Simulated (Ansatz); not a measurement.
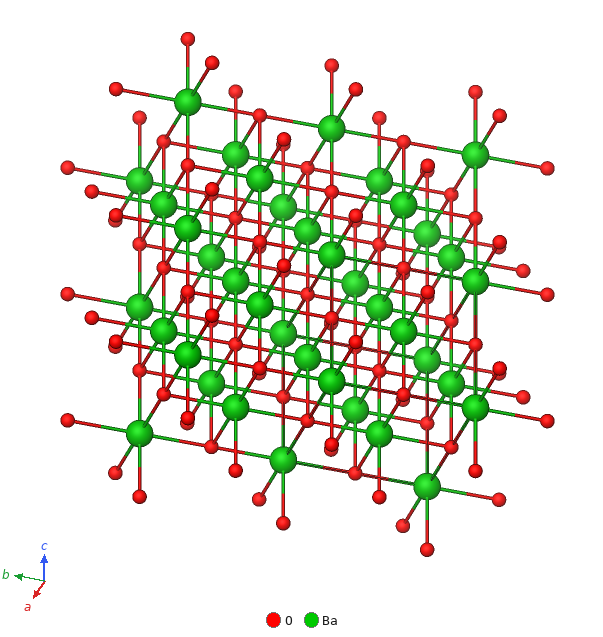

Structure drawing (ball-and-stick), viewed from a general direction. One drawn cell (a repeat of the simulation cell) is drawn solid; the view covers 1×2×2 cells. Some neighbours outside the box are added.

BaO, a = 5.54 Å, b = 5.54 Å, c = 5.52 Å, α = 90.00°, β = 90.00°, γ = 90.00°.

Results below were computed with DFT, PBE, plane waves, PAW in Ansatz 0.2.0; the settings were wavefunction cutoff 420 eV, k-points about 0.25 Å⁻¹ apart, Fermi-Dirac smearing of 0.02 eV, no spin polarisation.

Question: What is the band gap, if any?

Answer: A semiconductor at this level, with a gap of 2.00 eV, direct.

Question: What is the computed pressure?

Answer: The computed pressure is 1.5 GPa (compressed: it would expand).

Origin of the cell: a structure type filled with these elements by a generator (whether the compound takes this form wasn't checked). The cell was then strained or its atoms displaced on purpose. It was run through Ansatz as a DFT input.
